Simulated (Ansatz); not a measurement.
Read the following structure.

```yaml
crystal:
  lattice:
    - [3.14598, 0.00000, 0.00000]
    - [-1.57299, 2.72450, 0.00000]
    - [0.00000, 0.00000, 33.55916]
  atoms:
    - { symbol: W, position: [0.66667, 0.33333, 0.40546] }
    - { symbol: W, position: [0.66667, 0.33333, 0.78361] }
    - { symbol: W, position: [0.33333, 0.66667, 0.21639] }
    - { symbol: W, position: [0.33333, 0.66667, 0.59454] }
    - { symbol: S, position: [0.66667, 0.33333, 0.16970] }
    - { symbol: S, position: [0.66667, 0.33333, 0.54783] }
    - { symbol: S, position: [0.33333, 0.66667, 0.35874] }
    - { symbol: S, position: [0.33333, 0.66667, 0.73689] }
    - { symbol: S, position: [0.66667, 0.33333, 0.26311] }
    - { symbol: S, position: [0.66667, 0.33333, 0.64126] }
    - { symbol: S, position: [0.33333, 0.66667, 0.45217] }
    - { symbol: S, position: [0.33333, 0.66667, 0.83030] }
```

> What crystal do these data define?

Composition: WS2. The cell comprises 4 formula units: 4 W, 8 S. W is coordinated by six S in a trigonal prismatic arrangement at 2.40 Å. S is coordinated by three W in a trigonal pyramidal arrangement at 2.40 Å. Not all metal-metal contacts are counted. The bonds build WS2 layers parallel to (001).

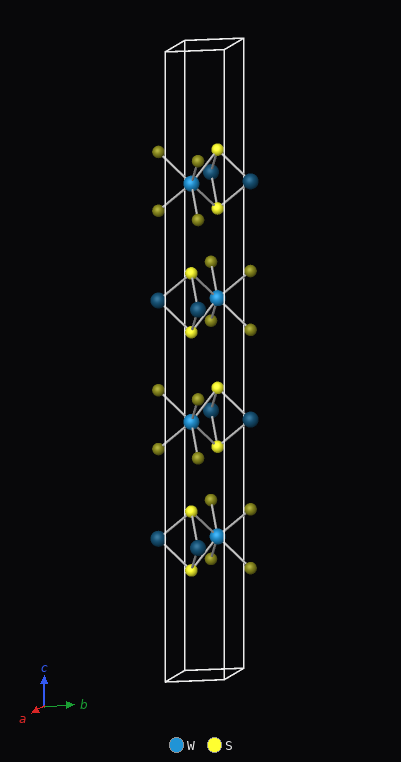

An orthographic ball-and-stick view of the structure, slightly off an axis. The edges of the simulation cell are marked. Atoms outside the box are added where they are bonded to one inside, in fainter colours.

It goes back to a structure listed in the Materials Project. It was relaxed at fixed volume with DFT PBEsol, scalar-relativistic, plane waves, PAW in Ansatz.
